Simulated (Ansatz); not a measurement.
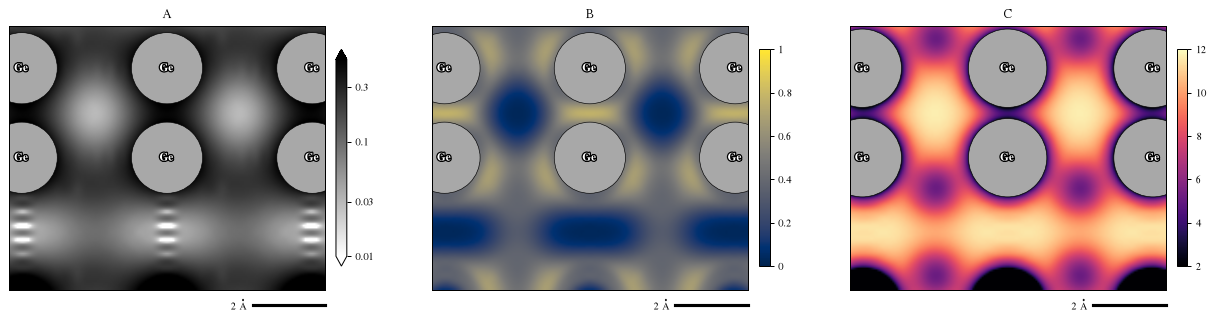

Ge: 3 fields on the (100) plane of the calculation cell, with unlabelled colour scales. Grey discs cover the atomic cores.

Space group Cmcm; started from the lonsdaleite (2H) prototype, which need not be the ambient phase; changed on purpose from its base cell (shaken).

Level of theory: DFT, PBEsol, plane waves, PAW (Ansatz).

```
CELL_PARAMETERS angstrom
7.99662 -0.00973 0.00016
-2.00343 3.46984 0.00023
0.00018 0.00053 6.58779
ATOMIC_POSITIONS crystal
Ge 0.16687 0.66603 0.99807
Ge 0.33317 0.33255 0.49807
Ge 0.16687 0.66628 0.37256
Ge 0.33319 0.33237 0.87256
Ge 0.66684 0.66621 0.99802
Ge 0.83317 0.33222 0.49804
Ge 0.66684 0.66592 0.37252
Ge 0.83320 0.33259 0.87252
```

**The panels show electron localisation function, electrostatic potential energy of an electron and valence pseudo-density in some order. Assign them.**

Panel A: valence pseudo-density. Panel B: electron localisation function. Panel C: electrostatic potential energy of an electron (low next to the atoms, rising into the space between them). From the grid: Ge–Ge (2.47 Å): ρ at the midpoint is about 0.48 e/Å³; the ELF peaks at about 0.75 between the atoms (a covalent bond).
